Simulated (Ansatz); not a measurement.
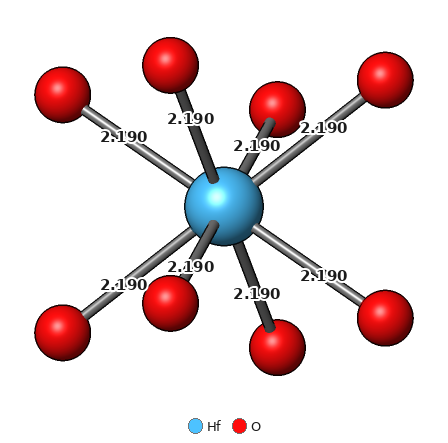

The surroundings of site Hf1 (at 0.000, 0.000, 0.000) in HfO₂ (Fm-3m, No. 225), with bond lengths in Å.

The cell is taken from a calculation's input that goes back to an entry of the Crystallography Open Database (an earlier step may have relaxed or displaced it).

```yaml
crystal:
  lattice:
    - [5.05836, 0.00000, 0.00000]
    - [0.00000, 5.05836, 0.00000]
    - [0.00000, 0.00000, 5.05836]
  atoms:
    - { symbol: Hf, position: [0.00000, 0.00000, 0.00000] }
    - { symbol: O, position: [0.25000, 0.75000, 0.75000] }
    - { symbol: O, position: [0.25000, 0.25000, 0.75000] }
    - { symbol: Hf, position: [0.00000, 0.50000, 0.50000] }
    - { symbol: O, position: [0.25000, 0.25000, 0.25000] }
    - { symbol: O, position: [0.25000, 0.75000, 0.25000] }
    - { symbol: Hf, position: [0.50000, 0.00000, 0.50000] }
    - { symbol: O, position: [0.75000, 0.75000, 0.25000] }
    - { symbol: O, position: [0.75000, 0.25000, 0.25000] }
    - { symbol: Hf, position: [0.50000, 0.50000, 0.00000] }
    - { symbol: O, position: [0.75000, 0.25000, 0.75000] }
    - { symbol: O, position: [0.75000, 0.75000, 0.75000] }
```

Bond valence s = exp((R0 − d)/b), R0 fitted to published crystal structures with b = 0.37 Å; R0 in Å: Hf4+–O 1.921.

> Calculate the bond-valence sum of Hf1 from the bonds drawn.

8 × 0.483 = 3.87 v.u., against a formal valence of 4: underbonded (bonds long for this ion) by 0.13.

> And over the whole structure?

| site | x, y, z | formal valence | bond-valence sum | difference |
| --- | --- | --- | --- | --- |
| Hf1 | 0.000, 0.000, 0.000 | +4 | 3.91 | -0.09 |
| O1 | 0.250, 0.750, 0.750 | −2 | 1.96 | -0.04 |

These sums include all anions within 5 Å. The global instability index (root mean square of the differences over all atoms) is 0.06 v.u.: little strain. The cell was not relaxed for this table, and a volume that is off by a few per cent shifts all sums together.
